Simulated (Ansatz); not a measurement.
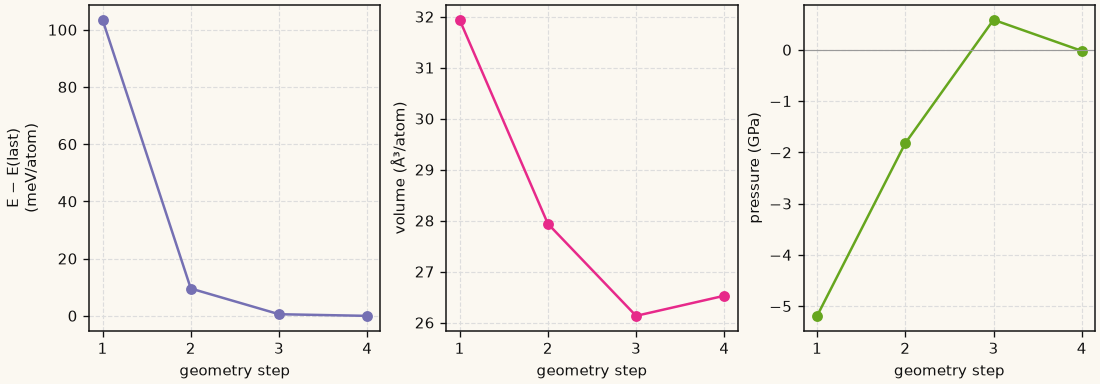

History of a geometry optimisation. Atoms and cell relax. A closing SCF on a freshly chosen basis isn't drawn.

System: Tb (P6_3/mmc, 2 atoms in the cell).
Method: DFT LDA, scalar-relativistic, plane waves, PAW (Ansatz); cutoff 420 eV, 14×14×8 k-mesh, Gaussian smearing of 0.05 eV, collinear spins.

**How did the optimisation end?**

The optimisation met its thresholds at geometry 4, counting the start as the first. The energy fell by about 100 meV/atom from the first step to the last. All forces vanish by symmetry, so only the cell moves.

**What happens to the cell?**

The volume shrinks from 31.9 to 26.5 Å³ per atom (−17 %), overshooting to 26.1 at step 3, as the pressure goes from −5.2 GPa to about 0 GPa. The start was expanded.

The electronic state followed here needn't be the lowest one.
